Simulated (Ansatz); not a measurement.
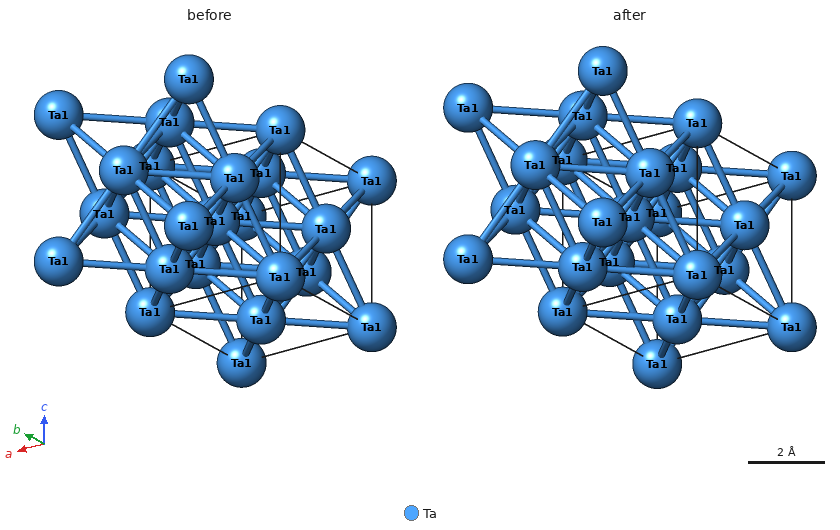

Left: solid Ta (set up in Fm-3m) in its unrelaxed database cell. Right: the same structure after one change, at the same scale. A ball-and-stick model of the conventional cell (4 times the calculation's cell), repeated 1 × 2 × 1 with one cell outlined, seen from a free direction. Lengths and directions refer to the drawn axes.

Level of theory: DFT PBE, scalar-relativistic, plane waves, PAW in Ansatz. (plane-wave cutoff 420 eV; k-point mesh 18 × 18 × 18; occupations gaussian; smearing width 0.1 eV; no spin polarisation)

Question: What was changed?

Answer: All lengths are scaled by +3.4 % (volume +10.5 %), the atoms keeping their fractional coordinates. No relaxation follows.

Question: How do the computed properties respond?

Answer: Some distances before and after: Ta–Ta 2.984 → 3.085 Å. The space group stays Fm-3m (No. 225). The energy rises by 100 meV per atom. Pressure: 0.4 GPa before, −15.5 GPa after. All forces vanish by symmetry. It is metallic before and after.
